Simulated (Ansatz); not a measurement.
**Geometry relaxation, with input and output: NbAs2 (part 3 of 3)**

NbAs2 (slab, 12 atoms in the cell); DFT PBEsol, scalar-relativistic, plane waves, PAW, no spin polarisation (Ansatz 0.2.0); cutoff 420 eV, 9×6×1 k-mesh, Gaussian smearing of 0.1 eV. The structure derives from an entry of the Crystallography Open Database. The input holds or restrains some coordinates. Forces given for the steps count only the free coordinates. It belongs to a series of runs on one base structure; here: clean slab, lower half held.

Geometry of the input (Å; fractional positions):
```
3.3614  0.0000  0.0000
-1.6807  4.6666  0.0000
0.0000  0.0000  28.6760
As 0.3339  0.6679  0.2964
As 0.0747  0.1494  0.3098
Nb 0.4855  0.9710  0.3750
As 0.7696  0.5392  0.3956
As 0.0476  0.0953  0.4468
Nb 0.3317  0.6634  0.4674
As 0.7425  0.4851  0.5326
As 0.4833  0.9666  0.5460
Nb 0.8941  0.7882  0.6112
As 0.1782  0.3564  0.6318
As 0.4562  0.9125  0.6829
Nb 0.7403  0.4806  0.7036
```

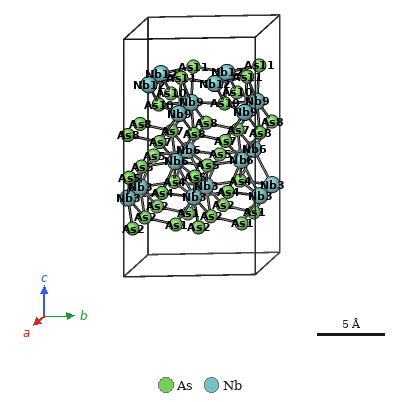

**Figure 1.** The geometry at step 8 of the log (ball-and-stick view of the 2 × 2 repeat of the cell, with the vacuum cut short, seen slightly off an axis; atoms are numbered from 1 in the order of the input).

The program's output, continued:
```
  k-point 1: bands = ["-50.5205", "-50.4445", "-50.1865", "-50.0108", "-31.3239", "-31.3172", "-31.3056", "-31.2914", "-31.2645", "-31.2605", "-31.2554", "-31.2421", "-31.1943", "-31.1861", "-31.1523", "-31.1503", "-31.1053", "-31.0696", "-31.0661", "-31.0601", "-31.0539", "-31.0073", "-30.9678", "-30.9676", "-30.9137", "-30.8931", "-30.7632", "-30.7448", "-30.7420", "-30.7372", "-30.7341", "-30.7116", "-30.7085", "-30.7008", "-30.6929", "-30.6922", "-30.6601", "-30.6562", "-30.6456", "-30.6246", "-30.6172", "-30.6104", "-30.6071", "-30.5925", "-26.8151", "-26.7195", "-26.6122", "-26.5500", "-26.4547", "-26.4484", "-26.4298", "-26.3729", "-26.2228", "-26.1690", "-26.0882", "-26.0442", "-9.4309", "-8.4239", "-7.8948", "-7.3349", "-6.2711", "-5.5572", "-4.9965", "-4.1175", "-1.2218", "-0.5839", "-0.4498", "0.2075", "0.5592", "1.2431", "1.3745", "1.6839", "2.0050", "2.0852", "2.2213", "2.5638", "2.6652", "2.9599", "3.0576", "3.2947", "3.3166", "3.5472", "3.8082", "3.8708", "4.3773", "4.4446", "4.7289", "5.2720", "5.6243", "5.6882", "6.2792", "6.4193", "6.6636", "7.0987", "7.3113", "7.4428", "7.5594", "7.8283", "8.1949", "8.4030", "8.4210", "8.7471", "9.0038", "9.0163"]
  k-point 2: bands = ["-50.5184", "-50.4463", "-50.1864", "-50.0107", "-31.3248", "-31.3171", "-31.3072", "-31.2941", "-31.2702", "-31.2597", "-31.2554", "-31.2414", "-31.1937", "-31.1862", "-31.1482", "-31.1469", "-31.1047", "-31.0702", "-31.0663", "-31.0601", "-31.0541", "-31.0074", "-30.9685", "-30.9670", "-30.9161", "-30.8969", "-30.7615", "-30.7441", "-30.7416", "-30.7372", "-30.7281", "-30.7113", "-30.7053", "-30.7023", "-30.6981", "-30.6915", "-30.6604", "-30.6560", "-30.6451", "-30.6240", "-30.6179", "-30.6105", "-30.6066", "-30.5925", "-26.8466", "-26.6986", "-26.6147", "-26.5564", "-26.4546", "-26.4411", "-26.4268", "-26.3802", "-26.2241", "-26.1711", "-26.0886", "-26.0451", "-8.9100", "-7.9057", "-7.5624", "-6.9489", "-6.6952", "-6.0687", "-5.7289", "-5.3373", "-1.5467", "-0.9075", "-0.4596", "0.5720", "0.9394", "1.5720", "1.6151", "1.9582", "2.2688", "2.5388", "2.6037", "2.6182", "2.9056", "2.9901", "3.1770", "3.4486", "3.6499", "3.7272", "3.8296", "4.0065", "4.4626", "4.6010", "4.6770", "5.1731", "5.4723", "5.4882", "5.7372", "6.2709", "6.7226", "6.8691", "6.9955", "7.1528", "7.5569", "7.7176", "7.9650", "8.2858", "8.2884", "8.7508", "8.8339", "8.9551"]
  k-point 27: bands = ["-50.5029", "-50.4313", "-50.1708", "-49.9953", "-31.3214", "-31.3211", "-31.3060", "-31.2900", "-31.2667", "-31.2645", "-31.2470", "-31.2414", "-31.1984", "-31.1809", "-31.1552", "-31.1429", "-31.1048", "-31.0702", "-31.0647", "-31.0630", "-31.0499", "-31.0071", "-30.9720", "-30.9621", "-30.9094", "-30.8953", "-30.7624", "-30.7465", "-30.7454", "-30.7299", "-30.7280", "-30.7156", "-30.7107", "-30.7019", "-30.6910", "-30.6897", "-30.6636", "-30.6471", "-30.6446", "-30.6287", "-30.6180", "-30.6134", "-30.6046", "-30.5884", "-26.8049", "-26.7567", "-26.7084", "-26.6188", "-26.5763", "-26.4603", "-26.4325", "-26.4043", "-26.3418", "-26.2725", "-26.1396", "-26.0540", "-7.6767", "-7.1459", "-6.7643", "-6.4749", "-5.4943", "-5.1902", "-4.9517", "-3.9431", "-1.7180", "-1.3214", "-0.7996", "-0.4413", "-0.1363", "0.1225", "0.4384", "0.9284", "1.1181", "1.2885", "1.4901", "1.7084", "1.9556", "2.0418", "2.1923", "2.3662", "2.4510", "3.0630", "3.2266", "3.4480", "4.1062", "4.1701", "4.4933", "4.9838", "5.8145", "5.9382", "6.2210", "6.4305", "6.6493", "6.8954", "7.1005", "7.4176", "7.6505", "7.8604", "8.0255", "8.2273", "8.3628", "8.7304", "8.9729", "9.1700"]
--- Relaxed structure (13 steps of the walk, 13 accepted, 0 SCFs on fresh bases) ---
  F+E_penalty+E_count = -56489.53220859 eV   max|allowed force component| = 1.451e-2 eV/Å
  atoms:
    - { symbol: As, position: [0.3339346666, 0.6678693332, 0.2964147575] }
    - { symbol: As, position: [0.07467529895000001, 0.1493505979, 0.3097806753] }
    - { symbol: Nb, position: [0.48550687435, 0.9710137487, 0.3749902282] }
    - { symbol: As, position: [0.7695803228, 0.5391606456, 0.395633243] }
    - { symbol: As, position: [0.047639608300000004, 0.09527921660000001, 0.4467522087] }
    - { symbol: Nb, position: [0.33171305675, 0.6634261135, 0.4673952236] }
    - { symbol: As, position: [0.7390745613995078, 0.4786142639086076, 0.531639518285195] }
    - { symbol: As, position: [0.47690151150935073, 0.9533595851266425, 0.546881553862162] }
    - { symbol: Nb, position: [0.8992989625407847, 0.7976477424510606, 0.614262427726551] }
    - { symbol: As, position: [0.17522879195650773, 0.34972101578246356, 0.6164704248244824] }
    - { symbol: As, position: [0.3469636314588268, 0.6927284653170741, 0.6940014167584667] }
    - { symbol: Nb, position: [0.6202537262396244, 0.2402714854030984, 0.6810846158990943] }
```

Trajectory as extended XYZ (Å, eV, eV/Å), 8 of the 13 frames kept, from step=1 to step=13:
```
12
Lattice="3.3614 0.0000 0.0000 -1.6807 4.6666 0.0000 0.0000 0.0000 28.6760" Properties=species:S:1:pos:R:3:forces:R:3 step=1 energy=-56488.84325
As    0.0000    3.1167    8.5000    0.0036   1.2976  -0.6724
As    0.0000    0.6970    8.8833    0.0089  -1.1102   0.5398
Nb    0.0000    4.5313   10.7532   -0.0050   0.0001   0.0749
As    1.6807    2.5160   11.3452   -0.0128  -0.2549  -0.1730
As    0.0000    0.4446   12.8111    0.0135   0.1472   0.0081
Nb    0.0000    3.0959   13.4030   -0.0041  -0.0589   0.1716
As    1.6807    2.2637   15.2730   -0.0043   0.0443  -0.0129
As    0.0000    4.5106   15.6563    0.0003  -0.0117  -0.1435
Nb    1.6807    3.6784   17.5262   -0.0013  -0.1573   0.7799
As    0.0000    1.6631   18.1182   -0.0003   0.1374   0.4336
As    0.0000    4.2583   19.5841    0.0078  -0.0363   0.4467
Nb    1.6807    2.2430   20.1760   -0.0062   0.0025  -1.4510
12
Lattice="3.3614 0.0000 0.0000 -1.6807 4.6666 0.0000 0.0000 0.0000 28.6760" Properties=species:S:1:pos:R:3:forces:R:3 step=3 energy=-56489.08760
As    0.0000    3.1167    8.5000    0.0028   1.3015  -0.6624
As    0.0000    0.6970    8.8833    0.0121  -1.1135   0.5264
Nb    0.0000    4.5313   10.7532   -0.0064  -0.0109   0.0628
As    1.6807    2.5160   11.3452   -0.0113  -0.2491  -0.1765
As    0.0000    0.4446   12.8111    0.0117   0.1254   0.0095
Nb    0.0000    3.0959   13.4030   -0.0079  -0.0361   0.2397
As    1.6796    2.2705   15.2840    0.0012   0.0476  -0.0595
As    0.0005    4.4989   15.6494    0.0003  -0.0683  -0.0051
Nb    1.6814    3.6682   17.5881   -0.0022  -0.1098  -0.2210
As    0.0014    1.6326   17.9922   -0.0034   0.1459  -0.0188
As    0.0014    4.1775   19.7444   -0.0030  -0.1429   0.3532
Nb    1.6813    2.1586   19.9134    0.0062   0.1104  -0.0490
12
Lattice="3.3614 0.0000 0.0000 -1.6807 4.6666 0.0000 0.0000 0.0000 28.6760" Properties=species:S:1:pos:R:3:forces:R:3 step=4 energy=-56489.10568
As    0.0000    3.1167    8.5000    0.0026   1.3095  -0.6648
As    0.0000    0.6970    8.8833    0.0133  -1.1246   0.5298
Nb    0.0000    4.5313   10.7532   -0.0057  -0.0128   0.0579
As    1.6807    2.5160   11.3452   -0.0115  -0.2415  -0.1796
As    0.0000    0.4446   12.8111    0.0112   0.1075   0.0010
Nb    0.0000    3.0959   13.4030   -0.0132  -0.0454   0.2248
As    1.6799    2.2685   15.2802   -0.0060   0.0276   0.0578
As   -0.0022    4.4914   15.6493    0.0091  -0.0495   0.1119
Nb    1.6787    3.6567   17.5928   -0.0018   0.1086   0.2256
As   -0.0010    1.6286   18.0222   -0.0014   0.0640  -0.0933
As   -0.0008    4.1726   19.9443   -0.0059  -0.2383  -0.1359
Nb    1.6794    2.1644   19.9263    0.0094   0.0949  -0.1349
12
Lattice="3.3614 0.0000 0.0000 -1.6807 4.6666 0.0000 0.0000 0.0000 28.6760" Properties=species:S:1:pos:R:3:forces:R:3 step=6 energy=-56489.19249
As    0.0000    3.1167    8.5000    0.0088   1.3257  -0.6502
As    0.0000    0.6970    8.8833    0.0024  -1.1417   0.5433
Nb    0.0000    4.5313   10.7532    0.0020  -0.0208   0.0404
As    1.6807    2.5160   11.3452   -0.0134  -0.2259  -0.1699
As    0.0000    0.4446   12.8111    0.0088   0.1066   0.0396
Nb    0.0000    3.0959   13.4030   -0.0070   0.0374   0.2465
As    1.6799    2.2876   15.2878    0.0045   0.0349  -0.1060
As    0.0015    4.4956   15.6562   -0.0071  -0.0553   0.0791
Nb    1.6807    3.7138   17.6049    0.0005   0.3504  -0.2299
As    0.0009    1.6841   17.8137   -0.0042   0.0035   0.2442
As    0.0001    3.8649   19.9416    0.0007   0.2427   0.1541
Nb    1.6826    1.8683   19.7838    0.0040  -0.6578  -0.1906
12
Lattice="3.3614 0.0000 0.0000 -1.6807 4.6666 0.0000 0.0000 0.0000 28.6760" Properties=species:S:1:pos:R:3:forces:R:3 step=8 energy=-56489.42109
As    0.0000    3.1167    8.5000    0.0057   1.3247  -0.6587
As    0.0000    0.6970    8.8833    0.0072  -1.1436   0.5949
Nb    0.0000    4.5313   10.7532   -0.0039  -0.0051   0.0066
As    1.6807    2.5160   11.3452   -0.0108  -0.2515  -0.1587
As    0.0000    0.4446   12.8111    0.0118   0.1332   0.0517
Nb    0.0000    3.0959   13.4030   -0.0069   0.2058   0.2604
As    1.6796    2.3234   15.2881    0.0014  -0.1237  -0.1594
As    0.0012    4.5204   15.6566   -0.0089   0.1752   0.1416
Nb    1.6820    3.8413   17.6138    0.0130   0.3050   0.0829
As    0.0017    1.7900   17.7304    0.0057  -0.3966   0.3258
As    0.0002    3.5392   19.9470    0.0208   0.2877   0.1098
Nb    1.6838    1.4896   19.6846   -0.0351  -0.5108  -0.5951
12
Lattice="3.3614 0.0000 0.0000 -1.6807 4.6666 0.0000 0.0000 0.0000 28.6760" Properties=species:S:1:pos:R:3:forces:R:3 step=10 energy=-56489.52832
As    0.0000    3.1167    8.5000    0.0017   1.3196  -0.6659
As    0.0000    0.6970    8.8833    0.0114  -1.1475   0.6092
Nb    0.0000    4.5313   10.7532   -0.0026  -0.0020  -0.0166
As    1.6807    2.5160   11.3452   -0.0118  -0.2346  -0.1725
As    0.0000    0.4446   12.8111    0.0134   0.1163   0.0121
Nb    0.0000    3.0959   13.4030   -0.0134  -0.0287   0.1815
As    1.6796    2.2465   15.2443    0.0004  -0.0550  -0.0185
As    0.0002    4.4610   15.6761    0.0009  -0.0498   0.0118
Nb    1.6824    3.7064   17.5990   -0.0009   0.2307   0.1081
As    0.0007    1.6290   17.6736    0.0029  -0.1553   0.0898
As    0.0014    3.2306   19.9040    0.0056   0.0510  -0.0471
Nb    1.6808    1.1270   19.5377   -0.0076  -0.0451  -0.0923
12
Lattice="3.3614 0.0000 0.0000 -1.6807 4.6666 0.0000 0.0000 0.0000 28.6760" Properties=species:S:1:pos:R:3:forces:R:3 step=11 energy=-56489.53091
As    0.0000    3.1167    8.5000    0.0011   1.3172  -0.6658
As    0.0000    0.6970    8.8833    0.0121  -1.1448   0.6106
Nb    0.0000    4.5313   10.7532   -0.0028   0.0021  -0.0165
As    1.6807    2.5160   11.3452   -0.0119  -0.2366  -0.1702
As    0.0000    0.4446   12.8111    0.0135   0.1243   0.0134
Nb    0.0000    3.0959   13.4030   -0.0130  -0.0324   0.2528
As    1.6797    2.2376   15.2435   -0.0011  -0.0047   0.0318
As    0.0000    4.4550   15.6860    0.0033  -0.0006  -0.0359
Nb    1.6825    3.7326   17.6173   -0.0037  -0.0418  -0.0222
As    0.0006    1.6412   17.6861   -0.0010  -0.0081  -0.1031
As    0.0025    3.2363   19.8968   -0.0031  -0.0470   0.0502
Nb    1.6797    1.1171   19.5259    0.0068   0.0724   0.0552
12
Lattice="3.3614 0.0000 0.0000 -1.6807 4.6666 0.0000 0.0000 0.0000 28.6760" Properties=species:S:1:pos:R:3:forces:R:3 step=13 energy=-56489.53221
As    0.0000    3.1167    8.5000    0.0013   1.3183  -0.6657
As    0.0000    0.6970    8.8833    0.0118  -1.1463   0.6092
Nb    0.0000    4.5313   10.7532   -0.0028  -0.0002  -0.0156
As    1.6807    2.5160   11.3452   -0.0120  -0.2327  -0.1707
As    0.0000    0.4446   12.8111    0.0136   0.1192   0.0136
Nb    0.0000    3.0959   13.4030   -0.0113  -0.0627   0.2402
As    1.6799    2.2335   15.2453   -0.0008  -0.0021  -0.0117
As    0.0007    4.4489   15.6824   -0.0020   0.0057   0.0037
Nb    1.6823    3.7223   17.6146    0.0044   0.0073  -0.0035
As    0.0012    1.6320   17.6779   -0.0003  -0.0145   0.0046
As    0.0020    3.2327   19.9012    0.0017  -0.0017   0.0043
Nb    1.6811    1.1212   19.5308   -0.0036   0.0097  -0.0086
```

Key numbers:

- outcome: converged under the restraints of the input
- electrons treated: 172
- free energy: −56489.5322 eV
- work function, top face: 4.03 eV
- work function, bottom face: 5.43 eV
- Fermi energy: 4.570 eV
- gap on the k-point mesh: none (metallic)
- final volume: 449.82 Å³
- work function (upper face): 4.03 eV
- largest force (length of the vector) at the end, held atoms and coordinates included: 1.477 eV/Å
- hardware: 4 threads of AMD EPYC (Zen 5), 32 GiB of memory available, shared host
- wall time: 3.1 min (CPU time 12 min)
- peak memory: 2 GiB

Remarks:

Warnings of the run: the k-point mesh lowers the symmetry that the run can use; the exchange-correlation potential is rough where the density is thin.
